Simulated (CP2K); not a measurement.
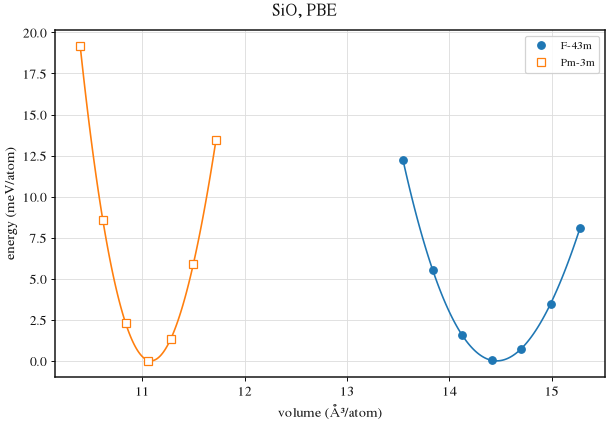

Method: DFT in Gaussian orbitals with a plane-wave density, no spin polarisation; energies at scaled volumes of the given cell, shape and fractions fixed, counted from the fit's minimum, third-order Birch-Murnaghan fit (CP2K 2026.2). Level: PBE.

- k mesh: 9×9×9
- occupations: Fermi–Dirac
- smearing width: 0.05 eV
- potentials: GTH PBE with UZH TZVP basis
- density cutoff: 8163 eV

**Figure.** Energy against volume, with one curve for each structure, for SiO. Each energy curve has its own zero, so the curves don't rank the structures.

The fitted equilibrium volumes, smallest first, are Pm-3m 11.085, F-43m 14.464 Å³/atom. The fitted bulk moduli, smallest first, are F-43m 61.4, Pm-3m 129.0 GPa.
